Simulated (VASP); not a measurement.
# Quasiparticle energies of LiH in VASP

Aim: the quasiparticle gap of LiH, and what it costs to get it. The cell is of the rock-salt type, one of the forms listed for this formula. The start is a cell from a database of measured crystal structures.

Method: PBE; plane waves and PAW (Li_GW, H_GW), in the first sound run; inputs show where later runs differ, in VASP 6.6.1.

The database entry behind the starting cell differs from later determinations by our own check (the deuteride, about 0.2 % short), so it need not match the best structure at ambient conditions.

## Step 1: Starting point

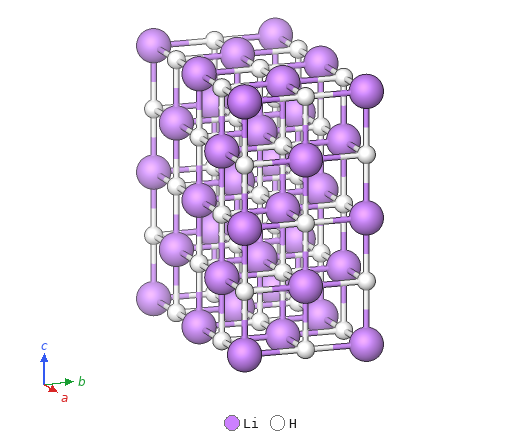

The starting structure, seen slightly off an axis (lithium purple, hydrogen white). 2×1×2 cells are drawn. This picture shows the conventional cell, with its axes. Some periodic images of atoms are drawn too.

Structure file:

```
Li H
1.0
     0.00000    2.03675    2.03675
     2.03675    0.00000    2.03675
     2.03675    2.03675    0.00000
Li H
1 1
Direct
  0.00000 0.00000 0.00000
  0.50000 0.50000 0.50000
```

## Step 2: Ground state

The orbitals come from a self-consistent PBE run with a tight EDIFF and a narrow smearing. KPOINTS_OPT adds the bands along a path, which shows whether the mesh holds the band edges.

File INCAR:

```
SYSTEM = LiH
PREC = Accurate
ENCUT = 320
EDIFF = 1E-08
NELM = 100
ISMEAR = 0
SIGMA = 0.01
LREAL = .FALSE.
ALGO = Normal
GGA = PE
NBANDS = 7
LORBIT = 11
LWAVE = .TRUE.
LCHARG = .FALSE.
KPAR = 8
```

File POSCAR:

```
LiH
1.0
    0.0000000000      2.0367500000      2.0367500000
    2.0367500000      0.0000000000      2.0367500000
    2.0367500000      2.0367500000      0.0000000000
Li H
1 1
Direct
    0.0000000000      0.0000000000      0.0000000000
    0.5000000000      0.5000000000      0.5000000000
```

File KPOINTS:

```
Automatic mesh
0
Gamma
6 6 6
0 0 0
```

File KPOINTS_OPT:

```
Line mode
12
Line-mode
Reciprocal
  0.00000000   0.00000000   0.00000000 GAMMA
  0.50000000   0.00000000   0.50000000 X

  0.50000000   0.00000000   0.50000000 X
  0.50000000   0.25000000   0.75000000 W

  0.50000000   0.25000000   0.75000000 W
  0.37500000   0.37500000   0.75000000 K

  0.37500000   0.37500000   0.75000000 K
  0.00000000   0.00000000   0.00000000 GAMMA

  0.00000000   0.00000000   0.00000000 GAMMA
  0.50000000   0.50000000   0.50000000 L

  0.50000000   0.50000000   0.50000000 L
  0.62500000   0.25000000   0.62500000 U

  0.62500000   0.25000000   0.62500000 U
  0.50000000   0.25000000   0.75000000 W

  0.50000000   0.25000000   0.75000000 W
  0.50000000   0.50000000   0.50000000 L

  0.50000000   0.50000000   0.50000000 L
  0.37500000   0.37500000   0.75000000 K

  0.62500000   0.25000000   0.62500000 U
  0.50000000   0.00000000   0.50000000 X
```

PAW data sets: Li_GW and H_GW (PBE family, release 64).

On the command line:

```sh
$ mpirun -np 8 vasp_std
```

The log of the run:

```text
[banner, memory and clock lines left out]
running    8 mpi-ranks, on    1 nodes
 distrk:  each k-point on    1 cores,    8 groups
 distr:  one band on    1 cores,    1 groups

 POSCAR found type information on POSCAR LiH
 POSCAR found :  2 types and       2 ions
|                                                                             |
|           W    W    AA    RRRRR   N    N  II  N    N   GGGG   !!!           |
|           W    W   A  A   R    R  NN   N  II  NN   N  G    G  !!!           |
|           W    W  A    A  R    R  N N  N  II  N N  N  G       !!!           |
|           W WW W  AAAAAA  RRRRR   N  N N  II  N  N N  G  GGG   !            |
|           WW  WW  A    A  R   R   N   NN  II  N   NN  G    G                |
|           W    W  A    A  R    R  N    N  II  N    N   GGGG   !!!           |
|                                                                             |
|     For optimal performance we recommend to set                             |
|       NCORE = 2 up to number-of-cores-per-socket                            |
|     NCORE specifies how many cores store one orbital (NPAR=cpu/NCORE).      |
|     This setting can greatly improve the performance of VASP for DFT.       |
|     The default, NCORE=1 might be grossly inefficient on modern             |
|     multi-core architectures or massively parallel machines. Do your        |
|     Unfortunately you need to use the default for GW and RPA                |
|     calculations (for HF NCORE is supported but not extensively tested      |
|     yet).                                                                   |
|                                                                             |

 LDA part: xc-table for (Slater+PW92), standard interpolation
 POSCAR, INCAR and KPOINTS ok, starting setup
 FFT: planning ... GRIDC
 FFT: planning ... GRID_SOFT
 FFT: planning ... GRID
 WAVECAR not read
 entering main loop
       N       E                     dE             d eps       ncg     rms          rms(c)
DAV:   1    -0.547240107865E+01   -0.54724E+01   -0.95368E+02   231   0.158E+02
DAV:   2    -0.628937291716E+01   -0.81697E+00   -0.81697E+00   343   0.152E+01
DAV:   3    -0.629183682982E+01   -0.24639E-02   -0.24639E-02   245   0.842E-01
DAV:   4    -0.629184038206E+01   -0.35522E-05   -0.35522E-05   364   0.270E-02
DAV:   5    -0.629184038217E+01   -0.11492E-09   -0.11493E-09   231   0.167E-04    0.275E+00
DAV:   6    -0.614086929114E+01    0.15097E+00   -0.12860E-01   245   0.113E+00    0.144E+00
DAV:   7    -0.608980840028E+01    0.51061E-01   -0.16618E-01   224   0.145E+00    0.243E-01
DAV:   8    -0.609127682930E+01   -0.14684E-02   -0.29595E-03   252   0.288E-01    0.331E-02
DAV:   9    -0.609124535400E+01    0.31475E-04   -0.76284E-05   266   0.292E-02    0.426E-03
DAV:  10    -0.609124229499E+01    0.30590E-05   -0.39422E-06   266   0.120E-02    0.226E-03
DAV:  11    -0.609124202189E+01    0.27310E-06   -0.19362E-07   308   0.137E-03    0.573E-04
DAV:  12    -0.609124202070E+01    0.11892E-08   -0.10543E-08   259   0.388E-04
   1 F= -.60912420E+01 E0= -.60912420E+01  d E =-.152153E-45
 Start KPOINTS_OPT (optional k-point list driver)
k-point batch [1-16\120]
       N       E                     dE             ncg
DAV:   1    -0.150667286765E+03   -0.10285E+04      224
DAV:   2    -0.165109473083E+03   -0.14442E+02      315
DAV:   3    -0.165314150029E+03   -0.20468E+00      308
DAV:   4    -0.165314176761E+03   -0.26732E-04      371
DAV:   5    -0.165314176762E+03   -0.85629E-09      322
[...]
k-point batch [113-120\120]
       N       E                     dE             ncg
DAV:   1     0.651621089771E+03   -0.70744E+03      119
DAV:   2     0.638566755166E+03   -0.13054E+02      154
DAV:   3     0.638467863548E+03   -0.98892E-01      175
DAV:   4     0.638467738636E+03   -0.12491E-03      168
DAV:   5     0.638467738636E+03   -0.43087E-09      168
 writing wavefunctions
```

Wall time 3.2 s (8 MPI ranks of AMD EPYC 7R43, shared host); peak memory 0.69 GiB; 19 s of CPU time.

Lines that name or quote the potential files are left out of all logs, and their timing lines are given in words.

Parts of OUTCAR (step 2):

```text
ion  position               nearest neighbor table
   1  0.000  0.000  0.000-   2 2.04   2 2.04   2 2.04   2 2.04   2 2.04   2 2.04
   2  0.500  0.500  0.500-   1 2.04   1 2.04   1 2.04   1 2.04   1 2.04   1 2.04

  LATTYP: Found a face centered cubic cell.
 ALAT       =     4.0735000000

 Subroutine GETGRP returns: Found 48 space group operations
 (whereof 48 operations were pure point group operations)

The static configuration has the point symmetry O_h .

 Found     16 irreducible k-points:

   k-points           NKPTS =     16   k-points in BZ     NKDIM =     16   number of bands    NBANDS=      7

   dimension x,y,z NGX =    18 NGY =   18 NGZ =   18
   dimension x,y,z NGXF=    36 NGYF=   36 NGZF=   36

   ENCUT  =  320.0 eV  23.52 Ry    4.85 a.u.   4.20  4.20  4.20*2*pi/ulx,y,z

   NELECT =       2.0000    total number of electrons

 k-points in reciprocal lattice and weights: Automatic mesh
   0.00000000  0.00000000  0.00000000       0.005
   0.16666667  0.00000000  0.00000000       0.037
   0.33333333  0.00000000  0.00000000       0.037
   0.50000000  0.00000000  0.00000000       0.019
   0.16666667  0.16666667  0.00000000       0.028
   0.33333333  0.16666667  0.00000000       0.111
   0.50000000  0.16666667  0.00000000       0.111
  -0.33333333  0.16666667  0.00000000       0.111
  -0.16666667  0.16666667  0.00000000       0.056
[...]
-0.33333333  0.33333333  0.16666667       0.111
  -0.33333333  0.50000000  0.16666667       0.056

 average (electrostatic) potential at core
       1  -6.4595       2 -34.2270

 E-fermi :  -2.6280

 k-point     1 :       0.0000    0.0000    0.0000
  band No.  band energies     occupation
      1      -8.0195      2.00000
      2      12.8016      0.00000
      3      14.6588      0.00000
      4      14.6588      0.00000
      5      14.6588      0.00000
      6      19.2937      0.00000
    ...

 k-point     2 :       0.1667    0.0000    0.0000
  band No.  band energies     occupation
      1      -7.5303      2.00000
      2       9.3981      0.00000
      3      12.8457      0.00000
      4      13.8735      0.00000
      5      13.8735      0.00000
      6      19.2056      0.00000
    ...

 k-point     3 :       0.3333    0.0000    0.0000
  band No.  band energies     occupation
      1      -6.2356      2.00000
      2       4.3790      0.00000
      3      11.1934      0.00000
      4      13.2713      0.00000
      5      13.2713      0.00000
      6      17.3164      0.00000
    ...

  Total       -0.3508923     -0.3508923     -0.3508923      0.0000000      0.0000000      0.0000000
  in kB      -33.2691118    -33.2691118    -33.2691118      0.0000000      0.0000000      0.0000000
  external PRESSURE =     -33.2691118 kB  Pullay stress =       0.0000000 kB

  energy-cutoff  :      320.00
  volume of cell :       16.90
      direct lattice vectors                 reciprocal lattice vectors
     0.000000000  2.036750000  2.036750000    -0.245489137  0.245489137  0.245489137
     2.036750000  0.000000000  2.036750000     0.245489137 -0.245489137  0.245489137
     2.036750000  2.036750000  0.000000000     0.245489137  0.245489137 -0.245489137

 POSITION                                       TOTAL-FORCE (eV/Angst)
 -----------------------------------------------------------------------------------
      0.00000      0.00000      0.00000         0.000000      0.000000      0.000000
      2.03675      2.03675      2.03675        -0.000000     -0.000000     -0.000000
 -----------------------------------------------------------------------------------
    total drift:                               -0.000000     -0.000000     -0.000000

  FREE ENERGIE OF THE ION-ELECTRON SYSTEM (eV)
  ---------------------------------------------------
  free  energy   TOTEN  =        -6.0912420207 eV

  energy  without entropy=       -6.0912420207  energy(sigma->0) =       -6.09124202

 total charge
# of ion       s       p       d       tot
------------------------------------------
    1        0.117   0.220   0.033   0.371
    2        0.557   0.002   0.000   0.559
--------------------------------------------------
tot          0.674   0.222   0.033   0.930

[... 3 further parts left out ...]
```

This step gave:

```yaml
free_energy_toten: -6.091 eV
fermi_energy: -2.628 eV
pressure: -3.327 GPa
least_gap_on_mesh_and_path: 2.989 eV
least_direct_gap_on_mesh_and_path: 2.989 eV
```

The highest empty bands on the path are converged less tightly, to about 0.1 eV. Electronic bands along the path, in eV, zero at the valence-band top; v1 is the highest filled band, c1 the lowest empty one:

| point | v1 | c1 | c2 |
| --- | --- | --- | --- |
| Γ | -5.29 | 15.53 | 17.38 |
| X | 0.00 | 2.99 | 10.57 |
| W | -0.20 | 5.20 | 5.20 |
| K | -0.47 | 4.10 | 7.38 |
| Γ | -5.29 | 15.53 | 17.38 |
| L | -2.50 | 4.76 | 13.30 |
| U | -0.47 | 4.10 | 7.38 |
| W | -0.20 | 5.20 | 5.20 |
| L | -2.50 | 4.76 | 13.30 |
| K | -0.47 | 4.10 | 7.38 |
| jump to U | -0.47 | 4.10 | 7.38 |
| X | 0.00 | 2.99 | 10.57 |

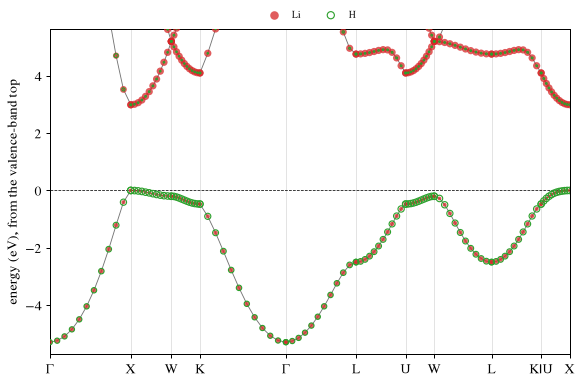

Electronic bands along the path; dots are coloured as in the legend, and their area grows with the weight.

The cell has a gap of 2.99 eV on mesh and path and a pressure of -3.3 GPa, which holds the misfit of the given cell and coordinates with this functional, and any error of cutoff, mesh and data sets.

## Step 3: Empty bands, functional PBE

ALGO = Exact makes the empty bands from the converged ground state in one step. LOPTICS writes the k-derivatives of the orbitals (WAVEDER), which give the long-wavelength limit of the screening.

File INCAR:

```
SYSTEM = LiH
PREC = Accurate
ENCUT = 320
ISMEAR = 0
SIGMA = 0.01
LREAL = .FALSE.
GGA = PE
NBANDS = 112
ALGO = Exact
NELM = 1
LWAVE = .TRUE.
LCHARG = .FALSE.
LOPTICS = .TRUE.
NEDOS = 1000
CSHIFT = 0.1
```

POSCAR is that of step 2.

KPOINTS is that of step 2.

On the command line:

```sh
$ mpirun -np 8 vasp_std
```

The log of the run:

```text
[banner, memory and clock lines left out]
running    8 mpi-ranks, on    1 nodes
 distrk:  each k-point on    8 cores,    1 groups
 distr:  one band on    1 cores,    8 groups

 POSCAR found type information on POSCAR LiH
 POSCAR found :  2 types and       2 ions
 [... a notice as in an earlier step ...]

 LDA part: xc-table for (Slater+PW92), standard interpolation
 found WAVECAR, reading the header
  number of bands has changed, file:     7 present:   112
  trying to continue reading WAVECAR, but it might fail
 POSCAR, INCAR and KPOINTS ok, starting setup
 FFT: planning ... GRIDC
 FFT: planning ... GRID_SOFT
 FFT: planning ... GRID
 reading WAVECAR
 random initialization beyond band            7
 the WAVECAR file was read successfully
 initial charge from wavefunction
 entering main loop
       N       E                     dE             d eps       ncg     rms          rms(c)
DIA:   1    -0.609124204019E+01   -0.60912E+01    0.00000E+00     0   0.000E+00
   1 F= -.60912420E+01 E0= -.60912420E+01  d E =-.619540E-95
 writing wavefunctions
 optical routines
 imaginary and real dielectric function
 recalculating local potential from charge density
 direction            1
 direction            2
 direction            3
```

Run time: 2.6 s. Hardware: 8 MPI ranks; peak memory 0.65 GiB.

OUTCAR, selected parts (step 3):

```text
The static configuration has the point symmetry O_h .

 Found     16 irreducible k-points:

   k-points           NKPTS =     16   k-points in BZ     NKDIM =     16   number of bands    NBANDS=    112

   NELECT =       2.0000    total number of electrons

 E-fermi :  -2.5812

 k-point     1 :       0.0000    0.0000    0.0000
  band No.  band energies     occupation
      1      -8.0195      2.00000
      2      12.8017      0.00000
      3      14.6588      0.00000
      4      14.6588      0.00000
      5      14.6588      0.00000
      6      19.2937      0.00000
    ...

 k-point     2 :       0.1667    0.0000    0.0000
  band No.  band energies     occupation
      1      -7.5303      2.00000
      2       9.3981      0.00000
      3      12.8458      0.00000
      4      13.8735      0.00000
      5      13.8735      0.00000
      6      19.2056      0.00000
    ...

  Total       -0.3508749     -0.3508749     -0.3508749      0.0000000      0.0000000     -0.0000000
  in kB      -33.2674623    -33.2674623    -33.2674623      0.0000000      0.0000000     -0.0000000
  external PRESSURE =     -33.2674623 kB  Pullay stress =       0.0000000 kB

 POSITION                                       TOTAL-FORCE (eV/Angst)
 -----------------------------------------------------------------------------------
      0.00000      0.00000      0.00000         0.000000     -0.000000     -0.000000
      2.03675      2.03675      2.03675        -0.000000      0.000000      0.000000
 -----------------------------------------------------------------------------------
    total drift:                               -0.000000     -0.000000     -0.000000

  FREE ENERGIE OF THE ION-ELECTRON SYSTEM (eV)
  ---------------------------------------------------
  free  energy   TOTEN  =        -6.0912420402 eV

  energy  without entropy=       -6.0912420402  energy(sigma->0) =       -6.09124204

 plasma frequency squared (from intraband transitions) (eV^2)
  --------------------------------------------------------------------------------------
       0.000      -0.000       0.000
      -0.000       0.000      -0.000
       0.000      -0.000       0.000

[... 9 parts as in an earlier step ...]

[... 3 further parts left out ...]
```

WAVECAR now holds 112 bands for 2 electrons. Its independent-particle dielectric tensor has xx, yy, zz = 4.6, 4.6, 4.6 on this mesh, which isn't tested for convergence in mesh or bands and lacks local fields.

(Part 1 of 4 ends here.)

[Lines on the potential files, build, host, timing and source positions are cut from VASP's logs without a mark.]

[Logs are printed without paths, hosts, clocks, repeated set-up lines and the standing remarks that a program may print on its own settings, such as how far it seeks lower states.]

[Hosts, paths, dates, database ids (printed as entryN), source tags and the programs' standing remarks are cut or masked in the printed files.]

[Pressures printed for these runs are not shown converged in the cutoff: they can be off by several GPa and have the wrong sign.]
